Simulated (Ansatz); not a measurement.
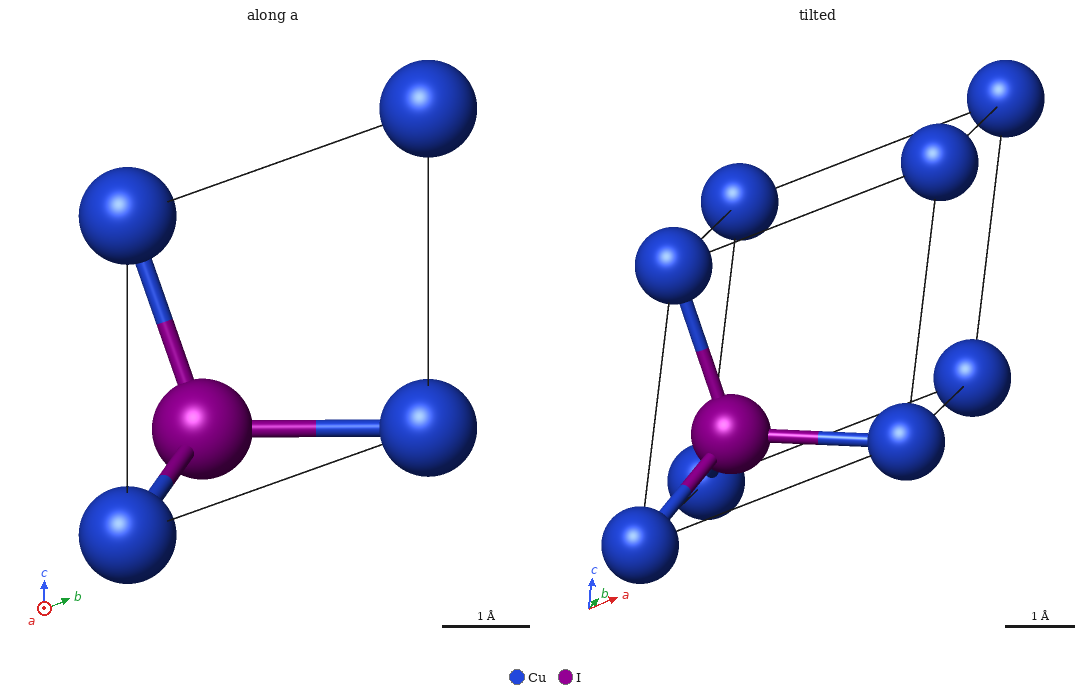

Structure drawing (ball-and-stick), viewed along the a axis and slightly off an axis. Atoms at the boundary of the simulation cell (the box) are drawn once for each face, edge or corner they touch.

The calculation's input:
```yaml
crystal:
  lattice:
    - [0.0176848947, 3.0146538677, 3.0146538677]
    - [3.0146538677, 0.0176848947, 3.0146538677]
    - [3.0146538677, 3.0146538677, 0.0176848947]
  atoms:
    - { symbol: Cu, position: [0.0006916667, 0.0006916667, 0.0006916667] }
    - { symbol: I, position: [0.2493083333, 0.2493083333, 0.2493083333] }
kpoints:
  mp_grid: { grid: [8, 8, 8] }
  band_path:
    path:
      - [0.0, 0.0, 0.0]
      - [-0.5, -0.5, 0.0]
      - [-0.375, -0.375, 0.25]
      - [-0.375, 0.0, 0.375]
      - [0.0, 0.0, 0.5]
      - [-0.5, -0.25, 0.25]
    npoints: 1
hamiltonian:
  xc: r2scan
scf:
  occupations: { method: fixed }
  n_extra_bands: 4
output:
  forces: true
  stress: true
  eigenvalues: true
```
Run as:
```sh
ansatz run input.yaml --threads 4 --pin off --max-ram 4608MiB --backend cpu --events-out ev --progress --plain --runs-dir out
```

Run with DFT, r2SCAN, plane waves, PAW in Ansatz 0.2.0 and these settings: plane waves up to 500 eV, 8×8×8 k-mesh, no spin polarisation.

Question: Is the electronic structure metallic or gapped?

Answer: A semiconductor at this level, with a gap of 1.68 eV, direct.

Question: Which way would the volume go on relaxing?

Answer: The computed pressure is 0.2 GPa (compressed: it would expand).

Source of the structure: a structure type filled with these elements by a generator (whether the compound takes this form wasn't checked). The cell was then strained or its atoms displaced on purpose. It went into a calculation with Ansatz.
